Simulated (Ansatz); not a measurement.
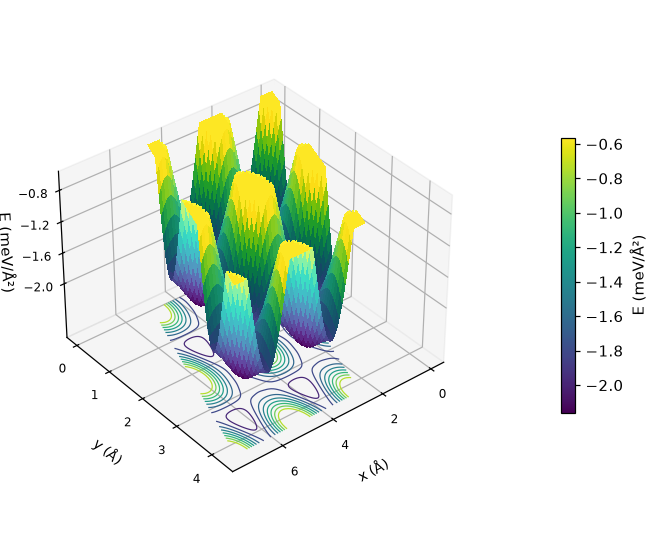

Energy landscape of C (R-3m, No. 166; 12 atoms in the cell). Gamma surface: rigid slide across a plane, one fault a cell; the plane is (0 0 1) of the conventional cell. Places are given modulo a cell vector. The map is drawn in real space over the plane of the slide. Nothing is relaxed (rigid halves, spacing across the cut fixed). The grid has 6 × 6 points; 10 points were computed and 26 follow by symmetry. All energies are given in meV/Å² relative to the perfect crystal. The lowest point has no gap; 34 points of the grid have one on the k-mesh. Method: DFT PBE+D3(BJ), scalar-relativistic, plane waves, PAW in Ansatz. Settings: cutoff 520 eV, k-mesh 15×15×2 in the order of the run's cell vectors, gaussian smearing 0.03 eV, no spin polarisation.

In the figure: a relief with its contours projected below, any walls above the top of the colour scale cut off. Between grid points the surface is interpolated. 

Describe this landscape.

The lowest grid point is at (4/6, 4/6) of the cell vectors, −2.16 meV/Å² from the perfect crystal. The reference structure, at (0/6, 0/6) of the cell vectors, is a maximum of this map. The highest grid point, (0/6, 0/6) of the cell vectors, lies 2.16 meV/Å² above the lowest. On the interpolated surface the easiest way out of the lowest well to its copy in the next cell or period passes a barrier of about 0.32 meV/Å².

Grid values (meV/Å²):

| slide along a2 ↓, slide along a1 → | 0/6 | 1/6 | 2/6 | 3/6 | 4/6 | 5/6 |
| --- | --- | --- | --- | --- | --- | --- |
| 5/6 | −0.49 | −0.49 | −1.22 | −1.92 | −1.92 | −1.22 |
| 4/6 | −1.42 | −1.17 | −1.42 | −1.92 | −2.16 | −1.92 |
| 3/6 | −1.85 | −1.78 | −1.78 | −1.85 | −1.92 | −1.92 |
| 2/6 | −1.42 | −1.78 | −1.84 | −1.78 | −1.42 | −1.22 |
| 1/6 | −0.49 | −1.17 | −1.78 | −1.78 | −1.17 | −0.49 |
| 0/6 | 0.00 | −0.49 | −1.42 | −1.85 | −1.42 | −0.49 |

Each point was launched as `ansatz run input.yaml --threads 2 --pin off --max-ram 4096MiB --backend cpu --events-out ev --progress --plain --runs-dir out`. The whole map (10 points run) took 13 min on 2 threads of Arm Neoverse N1, with other jobs on the host.

PAW datasets: the set soft_1.
